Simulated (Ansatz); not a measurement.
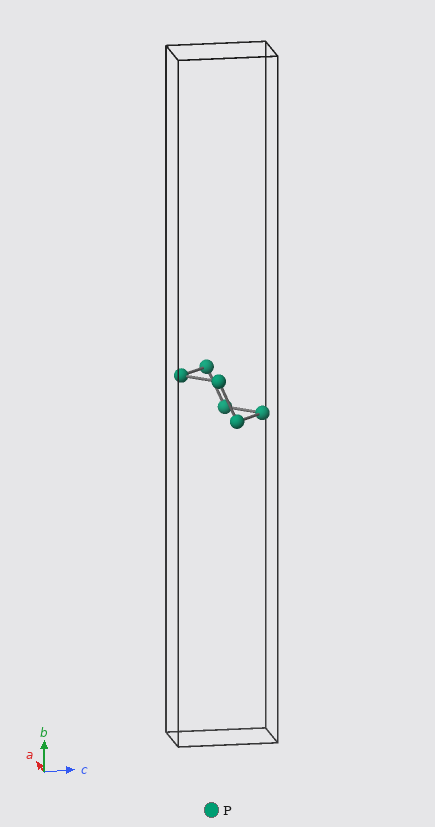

The crystal in a ball-and-stick representation, seen from the side at a slight tilt. One simulation cell is outlined, and atoms on its boundary appear in each equivalent place.

P, a = 3.04 Å, b = 32.24 Å, c = 4.63 Å, α = 90.00°, β = 90.00°, γ = 90.00°.

Calculation details: Ansatz, DFT PBE, scalar-relativistic, plane waves, PAW; a kinetic-energy cutoff of 420 eV, an 8×1×6 sampling of the Brillouin zone, Gaussian smearing of 0.05 eV, no spin polarisation.

**What is the band gap, if any?**

A semiconductor at this level, with a gap of 0.96 eV on the k-mesh (the true edges may lie between mesh points, so the gap can be somewhat smaller).

The cell started as a structure listed in the Materials Project. The cell was then strained or its atoms displaced on purpose. Ansatz was used for an electronic-structure calculation on it.

At this level of theory the cell isn't at rest (forces up to 2.0 eV/Å), so its distances can differ from those at equilibrium, the more so the softer the solid.
